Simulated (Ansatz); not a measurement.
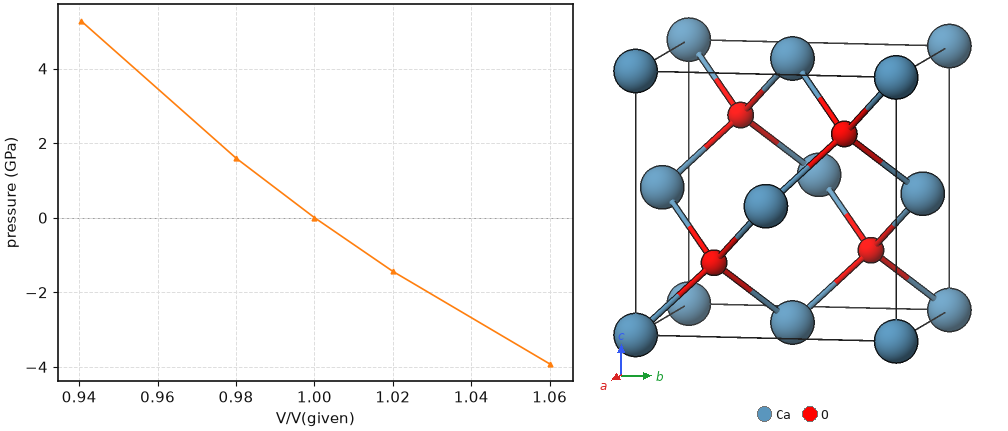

The picture above shows the pressure against V/V(given) for CaO, space group F-43m (No. 216) (cell built by us, not taken from a database). The conventional cell is drawn beside the plot.

The given structure:
```yaml
crystal:
  lattice:
    - [0.00000, 2.62183, 2.62183]
    - [2.62183, 0.00000, 2.62183]
    - [2.62183, 2.62183, 0.00000]
  atoms:
    - { symbol: Ca, position: [0.00000, 0.00000, 0.00000] }
    - { symbol: O, position: [0.25000, 0.25000, 0.25000] }
```

Computed with Ansatz 0.2.0: periodic Kohn-Sham DFT of a crystal at fixed atoms, scaled to the stated factor times the given cell; pressure positive in compression. Level: PBE.

| setting | value |
| --- | --- |
| method | frozen-core PAW |
| relativity | scalar |
| k mesh | 11×11×11 |
| occupations | Fermi–Dirac |
| smearing width | 0.05 eV |
| wave cutoff | 420 eV |
| PAW set | soft_2 |

V(given) is 18.02 Å³/atom.

**How does the pressure vary with V/V(given)?**

It falls from 5.274 GPa at V/V(given) 0.941 to −3.919 GPa at 1.060, and changes sign near 1.000.

**What does the calculation give for the volume at zero pressure from a fit of the pressures?**

18 Å³/atom.
